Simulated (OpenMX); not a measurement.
System: C.

The calculation's input:

```
System.CurrrentDirectory             ./
System.Name                          C
DATA.PATH                            ./DFT_DATA13
level.of.stdout                      1
level.of.fileout                     1
Species.Number                       1
<Definition.of.Atomic.Species
  C   C6.0-s2p2d1            C_CA13
Definition.of.Atomic.Species>

Atoms.Number                         2
Atoms.SpeciesAndCoordinates.Unit     Ang
<Atoms.SpeciesAndCoordinates
    1  C     2.6750550000    2.6650549999    2.6750550000   2.250  1.750
    2  C     1.7833700000    1.7833700000    1.7833700000   1.750  2.250
Atoms.SpeciesAndCoordinates>

Atoms.UnitVectors.Unit               Ang
<Atoms.UnitVectors
     0.0000000000    1.7833700000    1.7833700000
     1.7833700000    0.0000000000    1.7833700000
     1.7833700000    1.7833700000    0.0000000000
Atoms.UnitVectors>

scf.XcType                           LSDA-CA
scf.SpinPolarization                 on
scf.ElectronicTemperature            580.226
scf.energycutoff                     300.0
scf.maxIter                          100
scf.EigenvalueSolver                 band
scf.Kgrid                            13 13 13
scf.Mixing.Type                      rmm-diisk
scf.Init.Mixing.Weight               0.05
scf.Min.Mixing.Weight                0.001
scf.Max.Mixing.Weight                0.3
scf.Mixing.History                   25
scf.Mixing.StartPulay                8
scf.criterion                        1.0e-8
MD.Type                              nomd
HS.fileout                           on
scf.fixed.grid                       1.003000189361 1.003000189361 1.003000189361
```

Command:

```sh
openmx C.dat -nt 1 > C.std
polB C.scfout < polB.in > polB.out
```

Below, planes, directions and counts refer to the conventional cell (a = 2.52 Å, b = 2.52 Å, c = 3.57 Å, α = 90.00°, β = 90.00°, γ = 90.00°).

Space group Imma; changed on purpose from its base cell (atom 1 moved by -0.01 A along y); not relaxed (largest force 0.4 eV/Å); spin-polarised.

Method: Kohn-Sham DFT of a periodic cell, LDA, OpenMX 2013 LDA set (OpenMX 3.8.5).

**Predict the valence pseudo-density between the atoms.**

C–C (1.55 Å): ρ at the midpoint is about 1.6 e/Å³.

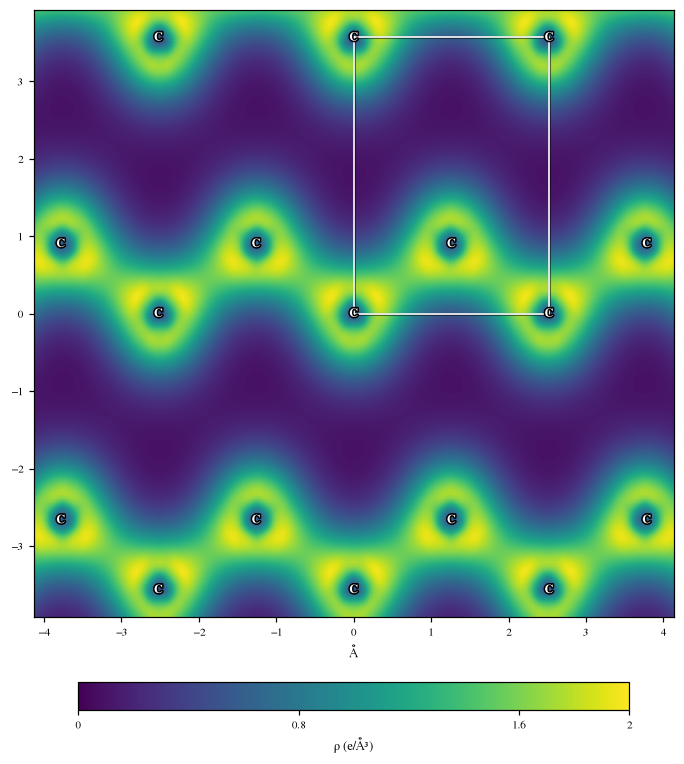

Computed valence pseudo-density on the (010) plane of the conventional cell. 

The density is the valence pseudo-density of a pseudopotential calculation; it isn't the true density close to the nuclei.
